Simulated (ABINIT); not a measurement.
## NiO: phonon calculation (part 3 of 3)

Continued. System: NiO (2 atoms in the cell). Method: Kohn-Sham DFT of a periodic cell, PBEsol, PseudoDojo NC SR PBEsol v0.4.1 standard, spin-polarised (ABINIT 10.8.3); cutoff 1224.51 eV, 6×6×6 k-mesh, fermi-dirac of 0.05 eV, collinear spins. The structure derives from an entry of the Crystallography Open Database.

Geometry of the input (Å; fractional positions):
```
0.0000  2.0859  2.0859
2.0859  0.0000  2.0859
2.0859  2.0859  0.0000
Ni 0.0000  0.0000  0.0000
O  0.5000  0.5000  0.5000
```

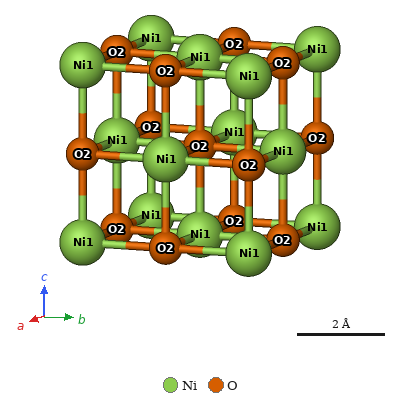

Fig. 1: The structure (ball-and-stick view of the cell 4 times as large as that of the calculation, set on its symmetry axes, seen slightly off an axis; atoms are numbered from 1 in the order of the input). An atom can appear more than once, as a periodic image.

### What the program printed, continued
```
--- !DatasetInfo
iteration_state: {dtset: 2, }
dimensions: {natom: 2, nkpt: 432, mband: 21, nsppol: 2, nspinor: 1, nspden: 2, mpw: 1789, }
cutoff_energies: {ecut:  45.0, pawecutdg:  -1.0, }
electrons: {nelect:   2.40000000E+01, charge:   0.00000000E+00, occopt:   3.00000000E+00, tsmear:   1.83746611E-03, }
meta: {optdriver: 1, rfphon: 1, }
...

 mkfilename : getwfk/=0, take file _WFK from output of DATASET   1.

 Real(R)+Recip(G) space primitive vectors, cartesian coordinates (Bohr,Bohr^-1):
 R(1)=  0.0000000  3.9417828  3.9417828  G(1)= -0.1268462  0.1268462  0.1268462
 R(2)=  3.9417828  0.0000000  3.9417828  G(2)=  0.1268462 -0.1268462  0.1268462
 R(3)=  3.9417828  3.9417828  0.0000000  G(3)=  0.1268462  0.1268462 -0.1268462
 Unit cell volume ucvol=  1.2249210E+02 bohr^3
 Angles (23,13,12)=  6.00000000E+01  6.00000000E+01  6.00000000E+01 degrees
 setup1 : take into account q-point for computing boxcut.

 getcut: wavevector=  0.0000  0.0000  0.0000  ngfft=  36  36  36
         ecut(hartree)=     45.000   => boxcut(ratio)=   2.13857
--------------------------------------------------------------------------------

 ==>  initialize data related to q vector <==

 The list of irreducible perturbations for this q vector is:
    1)    idir= 1    ipert=   1
    2)    idir= 1    ipert=   2

================================================================================

 The perturbation idir=   2  ipert=   1 is
 symmetric of a previously calculated perturbation.
 So, its SCF calculation is not needed.

 The perturbation idir=   3  ipert=   1 is
 symmetric of a previously calculated perturbation.
 So, its SCF calculation is not needed.

 The perturbation idir=   2  ipert=   2 is
 symmetric of a previously calculated perturbation.
 So, its SCF calculation is not needed.

 The perturbation idir=   3  ipert=   2 is
 symmetric of a previously calculated perturbation.
 So, its SCF calculation is not needed.

--------------------------------------------------------------------------------
 Perturbation wavevector (in red.coord.)   0.000000  0.000000  0.000000
 Perturbation : displacement of atom   1   along direction   1
 Found     4 symmetries that leave the perturbation invariant.
 symkpt : the number of k-points, thanks to the symmetries,
 is reduced to   126 .

--------------------------------------------------------------------------------

--------------------------------------------------------------------------------

 dfpt_looppert : total number of electrons, from k and k+q
  fully or partially occupied states are    2.400000E+01 and    2.400000E+01.
 Initialisation of the first-order wave-functions :
  ireadwf=   0

--- !BeginCycle
iteration_state: {dtset: 2, }
solver: {iscf: 7, nstep: 80, nline: 4, wfoptalg: 0, }
tolerances: {tolvrs: 1.00E-08, }
...

     iter   2DEtotal(Ha)        deltaE(Ha) residm    vres2    difmagsph maxmagsph
-ETOT  1   43.864120163977     -1.457E+04 1.829E+01 1.297E+05 7.083E-05 7.083E-05
 ETOT  2   3.2975113744214     -4.057E+01 1.263E-01 9.130E+03 1.138E-04 4.301E-05
 ETOT  3   1.2830368523245     -2.014E+00 2.488E-02 5.617E+02 1.042E-03 9.986E-04
 ETOT  4   1.2021405035320     -8.090E-02 3.325E-03 4.611E+01 3.816E-03 2.818E-03
 ETOT  5   1.1951208521968     -7.020E-03 3.693E-04 2.954E+00 1.279E-02 9.968E-03
 ETOT  6   1.1968382874474      1.717E-03 4.041E-05 1.152E+01 3.586E-02 2.589E-02
 ETOT  7   1.1945745854427     -2.264E-03 2.410E-06 3.466E-02 2.768E-02 1.797E-03
 ETOT  8   1.1945680092576     -6.576E-06 1.744E-07 5.494E-04 1.164E-03 6.330E-04
 ETOT  9   1.1945680208664      1.161E-08 8.861E-09 2.571E-04 1.833E-04 8.163E-04
 ETOT 10   1.1945678668871     -1.540E-07 1.407E-09 1.885E-05 1.034E-04 9.197E-04
 ETOT 11   1.1945678548799     -1.201E-08 1.139E-10 3.157E-06 1.772E-04 1.097E-03
 ETOT 12   1.1945678521478     -2.732E-09 1.263E-11 3.145E-06 1.846E-04 1.282E-03
 ETOT 13   1.1945678495903     -2.557E-09 1.338E-12 3.786E-06 1.474E-04 1.429E-03
 ETOT 14   1.1945678569536      7.363E-09 2.658E-12 1.571E-06 5.294E-04 8.996E-04
 ETOT 15   1.1945678624233      5.470E-09 8.222E-12 7.648E-09 9.037E-04 4.721E-06

 At SCF step   15       vres2   =  7.65E-09 < tolvrs=  1.00E-08 =>converged.
 Integrated electronic and magnetization densities in atomic spheres:
 ------------------------------------------------------------------------------------------------------------
 Radius=ratsph(iatom), smearing ratsm=  0.0000. Diff(up-dn)=approximate z local magnetic moment.
    Atom    Radius    up_density   dn_density  Total(up+dn)  Diff(up-dn)
    1 Ni   2.00000     0.000002    -0.000003     -0.000001     0.000004
    2  O   2.00000     0.000002    -0.000003     -0.000001     0.000005
 ------------------------------------------------------------------------------------------------------------
  Sum:                 0.000004    -0.000005     -0.000002     0.000009
 Total magnetization (from the atomic spheres):                0.000009
 Total magnetization (exact up - dn):                          0.000011

================================================================================

 ----iterations are completed or convergence reached----

 Mean square residual over all n,k,spin=   51.612E-14; max=  82.218E-13

 2DEtotal=    0.1194567862E+01 Ha. Also 2DEtotal=    0.325058475015E+02 eV
    (2DErelax=   -1.4612878267E+04 Ha. 2DEnonrelax=    1.4614072835E+04 Ha)
    (  non-var. 2DEtotal :    1.1945945466E+00 Ha)

--------------------------------------------------------------------------------
 Perturbation wavevector (in red.coord.)   0.000000  0.000000  0.000000
 Perturbation : displacement of atom   2   along direction   1
 Found     4 symmetries that leave the perturbation invariant.
 symkpt : the number of k-points, thanks to the symmetries,
 is reduced to   126 .

--------------------------------------------------------------------------------

--------------------------------------------------------------------------------

 dfpt_looppert : total number of electrons, from k and k+q
  fully or partially occupied states are    2.400000E+01 and    2.400000E+01.
 Initialisation of the first-order wave-functions :
  ireadwf=   0

--- !BeginCycle
iteration_state: {dtset: 2, }
solver: {iscf: 7, nstep: 80, nline: 4, wfoptalg: 0, }
tolerances: {tolvrs: 1.00E-08, }
...

     iter   2DEtotal(Ha)        deltaE(Ha) residm    vres2    difmagsph maxmagsph
-ETOT  1   7.9976190433809     -1.758E+03 3.925E+00 2.905E+04 3.781E-06 3.781E-06
 ETOT  2   1.8606437090091     -6.137E+00 1.908E-01 2.771E+03 8.421E-05 8.266E-05
 ETOT  3   1.2177895083742     -6.429E-01 1.218E-02 1.015E+02 3.261E-04 2.434E-04
 ETOT  4   1.1981651149320     -1.962E-02 6.995E-04 4.672E+00 1.096E-03 8.521E-04
 ETOT  5   1.1974715612544     -6.936E-04 6.891E-05 2.569E-01 3.180E-03 2.328E-03
 ETOT  6   1.1976388845408      1.673E-04 6.529E-06 1.080E+00 1.041E-02 8.080E-03
 ETOT  7   1.1974280914022     -2.108E-04 6.020E-07 9.985E-03 8.688E-03 6.071E-04
 ETOT  8   1.1974261981143     -1.893E-06 8.774E-08 2.722E-04 6.554E-04 4.829E-05
 ETOT  9   1.1974261748103     -2.330E-08 5.936E-09 9.238E-05 7.495E-06 4.080E-05
 ETOT 10   1.1974261282413     -4.657E-08 3.395E-10 1.683E-05 4.963E-06 4.576E-05
 ETOT 11   1.1974261177095     -1.053E-08 5.671E-11 2.259E-07 6.374E-06 5.214E-05
 ETOT 12   1.1974261176520     -5.753E-11 2.428E-12 2.153E-08 9.517E-06 6.165E-05
 ETOT 13   1.1974261176727      2.069E-11 2.715E-13 1.444E-08 9.971E-06 7.162E-05
 ETOT 14   1.1974261176452     -2.751E-11 1.145E-14 9.813E-09 9.032E-06 8.066E-05

 At SCF step   14       vres2   =  9.81E-09 < tolvrs=  1.00E-08 =>converged.
 Integrated electronic and magnetization densities in atomic spheres:
 ------------------------------------------------------------------------------------------------------------
 Radius=ratsph(iatom), smearing ratsm=  0.0000. Diff(up-dn)=approximate z local magnetic moment.
    Atom    Radius    up_density   dn_density  Total(up+dn)  Diff(up-dn)
    1 Ni   2.00000     0.000038    -0.000042     -0.000004     0.000081
    2  O   2.00000     0.000010    -0.000008      0.000002     0.000018
 ------------------------------------------------------------------------------------------------------------
  Sum:                 0.000049    -0.000050     -0.000002     0.000099
 Total magnetization (from the atomic spheres):                0.000099
 Total magnetization (exact up - dn):                          0.000101

================================================================================

 ----iterations are completed or convergence reached----

 Mean square residual over all n,k,spin=   36.874E-17; max=  11.447E-15

 2DEtotal=    0.1197426118E+01 Ha. Also 2DEtotal=    0.325836245883E+02 eV
    (2DErelax=   -1.7652401043E+03 Ha. 2DEnonrelax=    1.7664375305E+03 Ha)
    (  non-var. 2DEtotal :    1.1974270143E+00 Ha)

================================================================================

 ---- first-order wavefunction calculations are completed ----

 ==> Compute Derivative Database <==

  Dynamical matrix, in cartesian coordinates,
   if specified in the inputs, asr has been imposed
     j1       j2             matrix element
  dir pert dir pert     real part    imaginary part

   1    1   1    1         0.0384654195         0.0000000000
   1    1   1    2        -0.0384654195         0.0000000000

   2    1   2    1         0.0384654195         0.0000000000
   2    1   2    2        -0.0384654195         0.0000000000

   3    1   3    1         0.0384654195         0.0000000000
   3    1   3    2        -0.0384654195         0.0000000000

   1    2   1    1        -0.0384650354         0.0000000000
   1    2   1    2         0.0384650354         0.0000000000

   2    2   2    1        -0.0384650354         0.0000000000
   2    2   2    2         0.0384650354         0.0000000000

   3    2   3    1        -0.0384650354         0.0000000000
   3    2   3    2         0.0384650354         0.0000000000

  Phonon wavevector (reduced coordinates) :  0.00000  0.00000  0.00000
 Phonon energies in Hartree :
   0.000000E+00  0.000000E+00  0.000000E+00  1.295535E-03  1.295535E-03
   1.295535E-03
 Phonon frequencies in cm-1    :
   0.000000E+00  0.000000E+00  0.000000E+00  2.843370E+02  2.843370E+02
   2.843370E+02

== END DATASET(S) ==============================================================
================================================================================

 -outvars: echo values of variables after computation  --------
            acell      1.0000000000E+00  1.0000000000E+00  1.0000000000E+00 Bohr
           etotal1    -1.8409010251E+02
           etotal2     1.1974261176E+00
            fcart1    -0.0000000000E+00 -0.0000000000E+00 -0.0000000000E+00
                      -0.0000000000E+00 -0.0000000000E+00 -0.0000000000E+00
            fcart2     0.0000000000E+00  0.0000000000E+00  0.0000000000E+00
                       0.0000000000E+00  0.0000000000E+00  0.0000000000E+00
            rprim      0.0000000000E+00  3.9417828252E+00  3.9417828252E+00
                       3.9417828252E+00  0.0000000000E+00  3.9417828252E+00
                       3.9417828252E+00  3.9417828252E+00  0.0000000000E+00
           strten1     4.2717833072E-04  4.2717833072E-04  4.2717833072E-04
                       0.0000000000E+00  0.0000000000E+00  0.0000000000E+00
           strten2     0.0000000000E+00  0.0000000000E+00  0.0000000000E+00
                       0.0000000000E+00  0.0000000000E+00  0.0000000000E+00
           xangst      0.0000000000E+00  0.0000000000E+00  0.0000000000E+00
                       2.0859016400E+00  2.0859016400E+00  2.0859016400E+00
             xred      0.0000000000E+00  0.0000000000E+00  0.0000000000E+00
                       5.0000000000E-01  5.0000000000E-01  5.0000000000E-01
 Calculation completed.
```

### File anaddb.abo
```
.Version 10.8.3 of ANADDB
================================================================================

 -outvars_anaddb: echo values of input variables ----------------------

 Miscellaneous information :
       eivec         1
         asr         2
      chneut         0
 First list of wavevector (reduced coord.) :
       nph1l         1
       qph1l
                     0.00000000E+00  0.00000000E+00  0.00000000E+00    1.000E+00

================================================================================

 read the DDB information and perform some checks

  ==== Info on the Cryst% object ====
 Real(R)+Recip(G) space primitive vectors, cartesian coordinates (Bohr,Bohr^-1):
 R(1)=  0.0000000  3.9417828  3.9417828  G(1)= -0.1268462  0.1268462  0.1268462
 R(2)=  3.9417828  0.0000000  3.9417828  G(2)=  0.1268462 -0.1268462  0.1268462
 R(3)=  3.9417828  3.9417828  0.0000000  G(3)=  0.1268462  0.1268462 -0.1268462
 Unit cell volume ucvol=  1.2249210E+02 bohr^3
 Angles (23,13,12)=  6.00000000E+01  6.00000000E+01  6.00000000E+01 degrees
 Time-reversal symmetry is present
 Reduced atomic positions [iatom, xred, symbol]:
    1)    0.0000000  0.0000000  0.0000000  Ni
    2)    0.5000000  0.5000000  0.5000000   O

 DDB file with 3 blocks has been read.

================================================================================

 Treat the first list of vectors

  Phonon wavevector (reduced coordinates) :  0.00000  0.00000  0.00000
 Phonon energies in Hartree :
   0.000000E+00  0.000000E+00  0.000000E+00  1.295535E-03  1.295535E-03
   1.295535E-03
 Phonon frequencies in cm-1    :
   0.000000E+00  0.000000E+00  0.000000E+00  2.843370E+02  2.843370E+02
   2.843370E+02

 Eigendisplacements
 (will be given, for each mode : in cartesian coordinates
   for each atom the real part of the displacement vector,
   then the imaginary part of the displacement vector - absolute values smaller than 1.0d-7 are set to zero)
  Mode number    1   Energy    0.000000E+00
 Attention : low frequency mode.
   (Could be unstable or acoustic mode)
   1  0.00000000E+00  0.00000000E+00  2.71012922E-03
      0.00000000E+00  0.00000000E+00  0.00000000E+00
   2  0.00000000E+00  0.00000000E+00  2.71014275E-03
      0.00000000E+00  0.00000000E+00  0.00000000E+00
  Mode number    2   Energy    0.000000E+00
 Attention : low frequency mode.
   (Could be unstable or acoustic mode)
   1  0.00000000E+00 -2.71012922E-03  0.00000000E+00
      0.00000000E+00  0.00000000E+00  0.00000000E+00
   2  0.00000000E+00 -2.71014275E-03  0.00000000E+00
      0.00000000E+00  0.00000000E+00  0.00000000E+00
  Mode number    3   Energy    0.000000E+00
 Attention : low frequency mode.
   (Could be unstable or acoustic mode)
   1  2.71012922E-03  0.00000000E+00  0.00000000E+00
      0.00000000E+00  0.00000000E+00  0.00000000E+00
   2  2.71014275E-03  0.00000000E+00  0.00000000E+00
      0.00000000E+00  0.00000000E+00  0.00000000E+00
  Mode number    4   Energy    1.295535E-03
   1  1.02632676E-07  3.93300340E-07  1.41501793E-03
      0.00000000E+00  0.00000000E+00  0.00000000E+00
   2 -3.76481724E-07 -1.44272171E-06 -5.19063138E-03
      0.00000000E+00  0.00000000E+00  0.00000000E+00
  Mode number    5   Energy    1.295535E-03
   1  0.00000000E+00  1.41501793E-03 -3.93304926E-07
      0.00000000E+00  0.00000000E+00  0.00000000E+00
   2 -2.31919681E-07 -5.19063139E-03  1.44273853E-06
      0.00000000E+00  0.00000000E+00  0.00000000E+00
  Mode number    6   Energy    1.295535E-03
   1  1.41501798E-03  0.00000000E+00 -1.02615099E-07
      0.00000000E+00  0.00000000E+00  0.00000000E+00
   2 -5.19063158E-03  2.32024314E-07  3.76417248E-07
      0.00000000E+00  0.00000000E+00  0.00000000E+00

 Analysis of degeneracies and characters (maximum tolerance=1.00E-06 a.u.)
 For each vibration mode, or group of modes if degenerate,
 the characters are given for each symmetry operation (see the list in the log file).
 Symmetry characters of vibration mode #   1
       degenerate with vibration modes #   2 to    3
  3.0 -3.0 -1.0  1.0 -1.0  1.0 -1.0  1.0  1.0 -1.0 -1.0  1.0  1.0 -1.0 -1.0  1.0
  0.0 -0.0 -0.0  0.0  0.0 -0.0  0.0 -0.0  1.0 -1.0 -1.0  1.0 -1.0  1.0  1.0 -1.0
 -0.0  0.0  0.0 -0.0  0.0 -0.0 -0.0  0.0  1.0 -1.0  1.0 -1.0 -1.0  1.0 -1.0  1.0
 Symmetry characters of vibration mode #   4
       degenerate with vibration modes #   5 to    6
  3.0 -3.0 -1.0  1.0 -1.0  1.0 -1.0  1.0  1.0 -1.0 -1.0  1.0  1.0 -1.0 -1.0  1.0
  0.0 -0.0  0.0 -0.0  0.0 -0.0 -0.0  0.0  1.0 -1.0 -1.0  1.0 -1.0  1.0  1.0 -1.0
  0.0 -0.0 -0.0  0.0 -0.0  0.0  0.0 -0.0  1.0 -1.0  1.0 -1.0 -1.0  1.0 -1.0  1.0

================================================================================

 anaddb : the run completed successfully.
```
